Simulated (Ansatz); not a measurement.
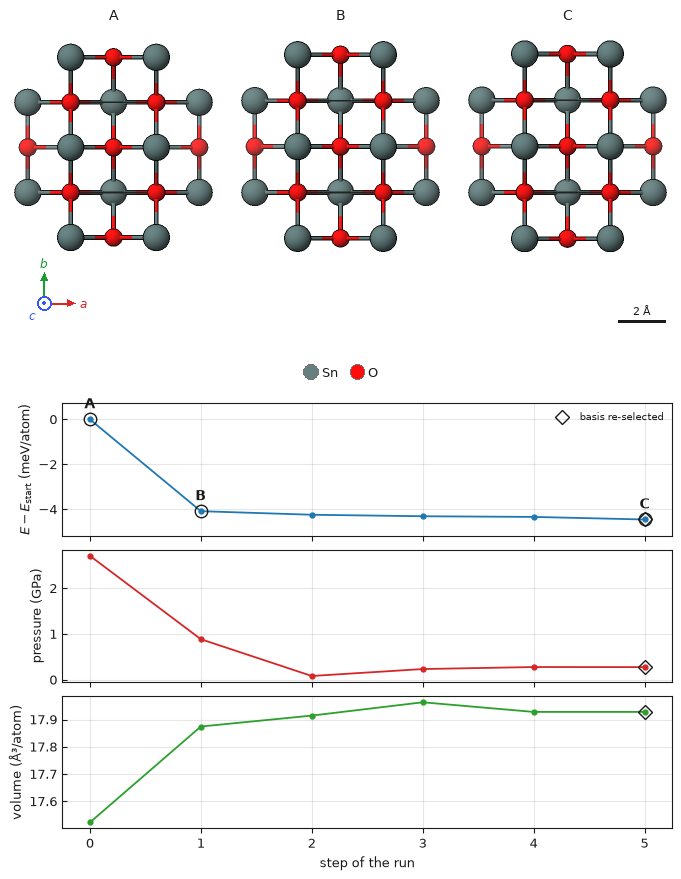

Frames of a relaxation of solid SnO (set up in Pmmn), marked on the history of the run. A ball-and-stick model of the cell of the calculation, seen along the c axis.

Case: uniaxial strain along a of -4.0 %; b, c and atoms relaxed.

All numbers below come from DFT r2SCAN, scalar-relativistic, plane waves, PAW in Ansatz. Settings: plane-wave cutoff 500 eV; k-point mesh 10 × 10 × 8; occupations gaussian; smearing width 0.01 eV; no spin polarisation; cell relaxed at fixed a, angles; force threshold 0.008 eV/Å; at most 40 steps.

Describe the path.

The energy falls by 4.4 meV per atom in 4 accepted moves (5 points after the start). Largest force component: 0.19 eV/Å at the start, 0.0008 eV/Å at the end. The pressure goes from 2.71 to 0.28 GPa. The SCF was repeated once at an unchanged geometry on a basis and grid sized afresh for the cell, which shifted the energy by 0.1 meV per atom at most. The largest moves relative to the cell, 0.034 Å, are those of O atoms. By element the largest moves are O 0.034 Å, Sn 0.005 Å. Cell: a unchanged at 3.656 Å, b 3.846 → 3.941 Å (+2.5 %), c 4.985 → 4.978 Å (−0.1 %). Volume +2.3 %. Among the contacts that change: O–Sn 2.227 → 2.248 Å, O–Sn 2.182 → 2.197 Å. Bond angles that change, for instance: Sn–O–Sn 119.4° → 122.5°, O–Sn–O 119.4° → 122.5°. The space group stays Pmmn (No. 59). The run took 4.8 min on 1 thread of Arm Neoverse V1, on a shared host, peak memory 0.71 GiB. From step 0 to 1: O atoms move most (0.03 Å), volume +2.0 %, energy −4.1 meV per atom. From step 1 to 5: volume +0.3 %, energy −0.4 meV per atom.

Limits of the set-up: layers or molecules are held without a dispersion correction, so their spacing is unreliable.
